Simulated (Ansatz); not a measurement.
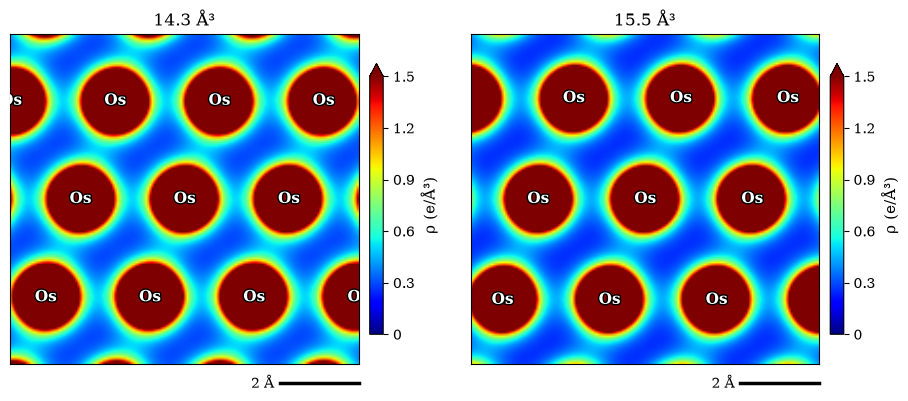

Os. The valence charge density (pseudo) of cells scaled evenly to different volumes (given per atom above each panel), on the (11̄0) plane of each (indices in the axes of the cell below), at one length scale and on one colour scale.

A generated structure, not necessarily the stable one; computed without spin polarisation.

Method: DFT, revPBE, plane waves (420 eV) with PAW, scalar-relativistic (Ansatz 0.2.0).

In a PAW calculation such maps are meaningful between the atoms, not at the nuclei.

The largest cell:

```xyz
1
Lattice="-1.5708 1.5708 1.5708 1.5708 -1.5708 1.5708 1.5708 1.5708 -1.5708" Properties=species:S:1:pos:R:3 pbc="T T T"
Os    0.0000    0.0000    0.0000
```

| volume (Å³/atom) | Os–Os contact in the plane (Å) | ρ at its midpoint (e/Å³) | pressure (GPa) | 
| --- | --- | --- | --- |
| 14.31 | 2.649 | 0.504 | 15.4 | 
| 14.91 | 2.685 | ? | ? | 
| 15.50 | 2.721 | 0.447 | −12.1 | 

### Estimate the missing row, and compare with the calculation.

Over the known rows ln ρ falls by 1.67 per Å of Os–Os distance (the line through the two), which gives 0.475 e/Å³ at 2.685 Å; the calculation gives 0.474 e/Å³. For the pressure, a straight line in volume between the neighbouring rows gives 1.5 GPa; the calculation gives 0.0, lower because pressure rises ever faster on compression.
